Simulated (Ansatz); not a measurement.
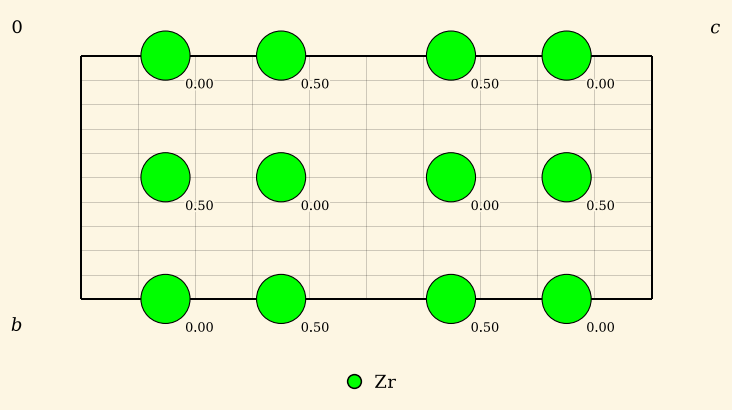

Plan of a unit cell projected along a (b down the page, c across); the numbers are heights as fractions of a, and atoms on the cell's edges are repeated. The grid marks tenths of b and c. Source: the geometry relaxed with Ansatz 0.2.0, DFT r2SCAN, scalar-relativistic, plane waves, PAW; the starting structure was generated, so it need not be a known form of this composition. Geometry calculated from the standardised cell; symmetry tolerance 0.002 Å.

a = 4.081 Å, b = 4.574 Å, c = 10.732 Å, α = 90.00°, β = 90.00°, γ = 90.00°.

What does the cell contain?

8 Zr: Zr, Z = 8.

Which space group?

Fmmm, No. 69, face-centred orthorhombic.

Give the independent sites, coordinates to two places.

| atom | site | symmetry | x | y | z |
| --- | --- | --- | --- | --- | --- |
| Zr | 8i | mm2 | 0.00 | 0.00 | 0.15 |
